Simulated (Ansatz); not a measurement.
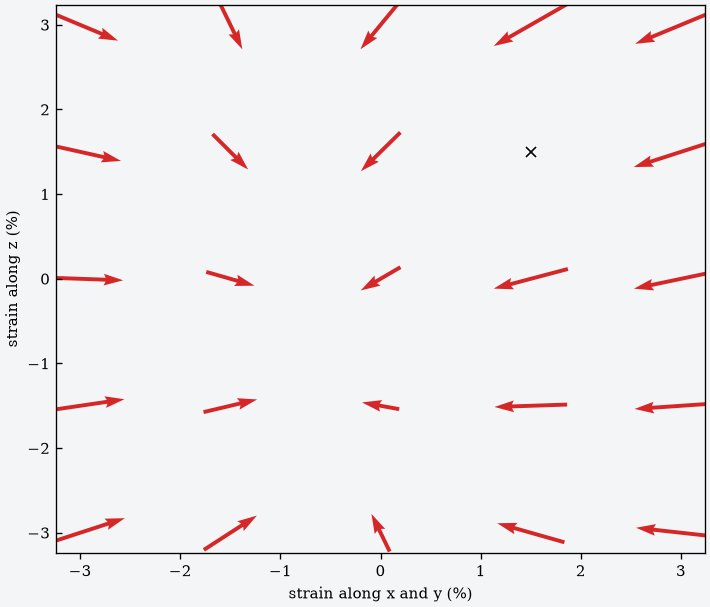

AlN (P6_3mc, No. 186; 4 atoms in the cell). The cell is strained homogeneously, by one strain along x and y and another along z, with fractional coordinates fixed (x along [1 0 0], z along [0 0 1] of the conventional cell). Coordinates scanned: (1) strain along x and y; (2) strain along z. Grid: 5 × 5 points. At 1 point there is no value. Points are written as (first, second). The reference cell is the one listed in the database, not relaxed at this level. These are results of DFT LDA, scalar-relativistic, plane waves, PAW in Ansatz 0.2.0, not measurements. Settings: cutoff 420 eV, k-mesh 9×9×6 in the order of the run's cell vectors, gaussian smearing 0.05 eV, no spin polarisation.

Drawn: crosses at grid points without a value, arrows along the force (downhill), their lengths compressed.

The arrows alone are given. Where is the energy lowest?

Answer. The arrows converge at about (−0.6 %, −1.1 %) (read from the interpolated surface).

The energy map of the same scan:

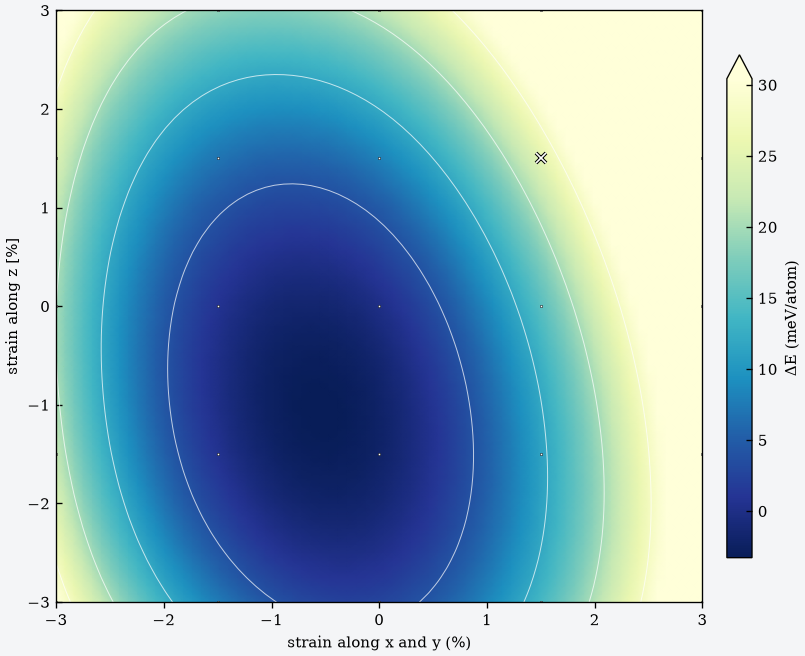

Energies are in meV/atom, from the unstrained cell; between grid points the surface is interpolated.
